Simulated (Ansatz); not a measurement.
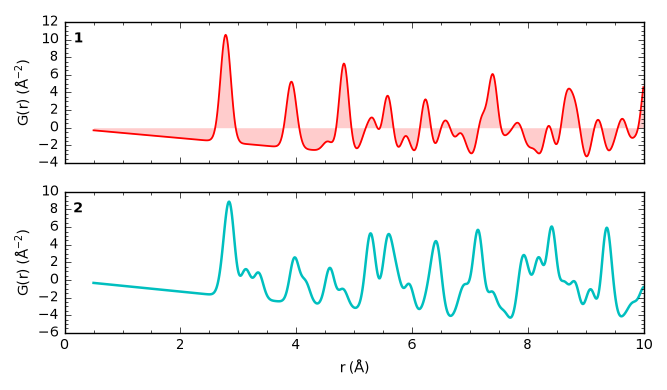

Simulated X-ray pair distribution function, G(r) = R(r)/r − 4πρ₀r, summed over the atomic distances of the structure with each pair weighted by the product of the atomic numbers (X-ray weights at Q = 0); every distance is a Gaussian of σ = 0.08 Å. There is no Q-range truncation.

Candidate polymorphs:

A. 
```cif
data_structure
_symmetry_space_group_name_H-M 'Fmmm'
_symmetry_Int_Tables_number 69
_cell_length_a 3.1278
_cell_length_b 4.8090
_cell_length_c 10.1694
_cell_angle_alpha 90.000
_cell_angle_beta 90.000
_cell_angle_gamma 90.000
_cell_volume 152.96
loop_
_atom_site_label
_atom_site_type_symbol
_atom_site_symmetry_multiplicity
_atom_site_Wyckoff_symbol
_atom_site_fract_x
_atom_site_fract_y
_atom_site_fract_z
_atom_site_occupancy
Ta1 Ta 8 i 0.50000 0.00000 0.36483 1
```

B. 
```yaml
crystal:
  lattice:
    - [5.58527, 0.00000, 0.00000]
    - [-2.79263, 4.83698, 0.00000]
    - [0.00000, 0.00000, 28.39674]
  atoms:
    - { symbol: Ta, position: [0.16814, 0.83186, 0.88085] }
    - { symbol: Ta, position: [0.16814, 0.33627, 0.88085] }
    - { symbol: Ta, position: [0.66373, 0.83186, 0.88085] }
    - { symbol: Ta, position: [0.16520, 0.83480, 0.78582] }
    - { symbol: Ta, position: [0.66960, 0.83480, 0.78582] }
    - { symbol: Ta, position: [0.16520, 0.33040, 0.78582] }
    - { symbol: Ta, position: [0.50223, 0.49777, 0.70722] }
    - { symbol: Ta, position: [0.50223, 0.00446, 0.70722] }
    - { symbol: Ta, position: [0.99554, 0.49777, 0.70722] }
    - { symbol: Ta, position: [0.83111, 0.16889, 0.95944] }
    - { symbol: Ta, position: [0.33779, 0.16889, 0.95944] }
    - { symbol: Ta, position: [0.83111, 0.66221, 0.95944] }
    - { symbol: Ta, position: [0.83480, 0.16520, 0.21418] }
    - { symbol: Ta, position: [0.83480, 0.66960, 0.21418] }
    - { symbol: Ta, position: [0.33040, 0.16520, 0.21418] }
    - { symbol: Ta, position: [0.83186, 0.16814, 0.11915] }
    - { symbol: Ta, position: [0.33627, 0.16814, 0.11915] }
    - { symbol: Ta, position: [0.83186, 0.66373, 0.11915] }
    - { symbol: Ta, position: [0.16889, 0.83111, 0.04056] }
    - { symbol: Ta, position: [0.16889, 0.33779, 0.04056] }
    - { symbol: Ta, position: [0.66221, 0.83111, 0.04056] }
    - { symbol: Ta, position: [0.49777, 0.50223, 0.29278] }
    - { symbol: Ta, position: [0.00446, 0.50223, 0.29278] }
    - { symbol: Ta, position: [0.49777, 0.99554, 0.29278] }
    - { symbol: Ta, position: [0.50147, 0.49853, 0.54752] }
    - { symbol: Ta, position: [0.50147, 0.00294, 0.54752] }
    - { symbol: Ta, position: [0.99706, 0.49853, 0.54752] }
    - { symbol: Ta, position: [0.49853, 0.50147, 0.45248] }
    - { symbol: Ta, position: [0.00294, 0.50147, 0.45248] }
    - { symbol: Ta, position: [0.49853, 0.99706, 0.45248] }
    - { symbol: Ta, position: [0.83556, 0.16444, 0.37389] }
    - { symbol: Ta, position: [0.83556, 0.67112, 0.37389] }
    - { symbol: Ta, position: [0.32888, 0.16444, 0.37389] }
    - { symbol: Ta, position: [0.16444, 0.83556, 0.62611] }
    - { symbol: Ta, position: [0.67112, 0.83556, 0.62611] }
    - { symbol: Ta, position: [0.16444, 0.32888, 0.62611] }
```

Origins: A, coordinates from a relaxation with Ansatz, DFT PBE, scalar-relativistic, plane waves, PAW; the starting structure was generated, so it need not be a known form of this composition; B, the end point of a relaxation with DFT PBEsol, scalar-relativistic, plane waves, PAW (Ansatz); the starting structure was generated, so it need not be a known form of this composition.

Which PDF belongs to which candidate?

curve 1 is B (Ta, first clear peaks at 2.78 Å (Ta–Ta) and 3.92 Å (Ta–Ta)); curve 2 is A (Ta, first clear peaks at 2.84 Å (Ta–Ta) and 3.13 Å (Ta–Ta)).
